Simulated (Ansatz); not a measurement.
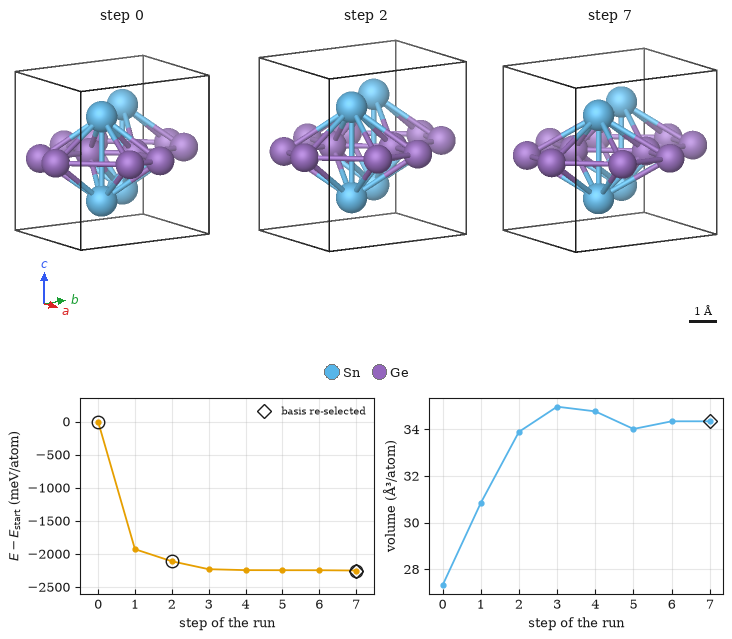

Frames of a relaxation of a crystal of Sn2Ge3 (a generated structure, set up in P6/mmm) (coarse preliminary run), marked on the history of the run. The picture is a ball-and-stick view of the cell of the calculation, seen slightly off an axis.

Level of theory: DFT PBE, scalar-relativistic, plane waves, PAW in Ansatz.

Input
```yaml
crystal:
  lattice:
    - [7.30528771, 0.0, 0.0]
    - [-3.65264385, 6.32656474, 0.0]
    - [0.0, 0.0, 5.9085683]
  atoms:
    - { symbol: Sn, position: [0.33333333, 0.66666667, 0.23435129] }
    - { symbol: Sn, position: [0.66666667, 0.33333333, 0.23435129] }
    - { symbol: Sn, position: [0.66666667, 0.33333333, 0.76564871] }
    - { symbol: Sn, position: [0.33333333, 0.66666667, 0.76564871] }
    - { symbol: Ge, position: [0.382211, 0.0, 0.5] }
    - { symbol: Ge, position: [0.0, 0.382211, 0.5] }
    - { symbol: Ge, position: [0.617789, 0.617789, 0.5] }
    - { symbol: Ge, position: [0.617789, 0.0, 0.5] }
    - { symbol: Ge, position: [0.0, 0.617789, 0.5] }
    - { symbol: Ge, position: [0.382211, 0.382211, 0.5] }
basis:
  ecutwfc: 420
kpoints:
  mp_grid: { grid: [3, 3, 4] }
hamiltonian:
  xc: pbe
scf:
  occupations: { method: gaussian, width: 0.1 }
  lower_state_search: "off"
output:
  forces: true
  stress: true
  eigenvalues: true
relax:
  adjacent_minimum: "off"
  f_tol: 0.04
  max_steps: 70
  cell: { stress_tol: 0.4 }
```

Launched with:
```bash
ansatz run input.yaml --threads 1 --pin off --max-ram 2560MiB --backend cpu --events-out ev --progress --plain --runs-dir out
```

Describe the path.

Answer. After 6 accepted moves (7 points after the start) the energy has fallen by 2251 meV per atom. Largest force component: 27 eV/Å at the start, 0.024 eV/Å at the end. The pressure goes from 40.20 to 0.11 GPa. At 1 point the geometry stayed and the basis and grid were re-selected for the new cell (energy shift of 4.1 meV per atom at most each time). The largest moves relative to the cell, 0.41 Å, are those of Ge5, Ge6, Ge7, Ge8, Ge9 and Ge10. Ge10 goes along [−1 −1 0]. Largest moves by element: Ge 0.41 Å, Sn 0.07 Å. The drawn cell changes as follows: a = b 7.305 → 8.055 Å (+10.3 %), c 5.909 → 6.112 Å (+3.4 %); the volume changes by +25.8 %. Some distances before and after: Ge5–Ge8 1.721 → 2.721 Å, Sn1–Ge10 2.766 → 3.109 Å, Sn1–Sn4 2.769 → 3.010 Å, Ge5–Ge10 2.792 → 2.667 Å. The space group stays P6/mmm (No. 191). From step 0 to 2: Ge atoms move most (0.22 Å), volume +24.1 %, energy −2111 meV per atom. From step 2 to 7: Ge atoms move most (0.18 Å), volume +1.3 %, energy −139 meV per atom.

```
step  E − E(0), meV/atom  largest force component, eV/Å  pressure, GPa  volume, Å³/atom                      note
   0                0.00                        27.0015          40.20           27.308                          
   1            -1928.44                         4.6533           8.88           30.838                          
   2            -2111.30                         2.7851           3.49           33.893                          
   3            -2231.05                         0.7517           0.07           34.972                          
   4            -2245.06                         0.0840          -0.41           34.771                          
   5            -2246.22                         0.1398           0.38           34.016                          
   6            -2246.62                         0.0237          -0.10           34.345                          
   7            -2250.73                         0.0236           0.11           34.345  same geometry, new basis
```
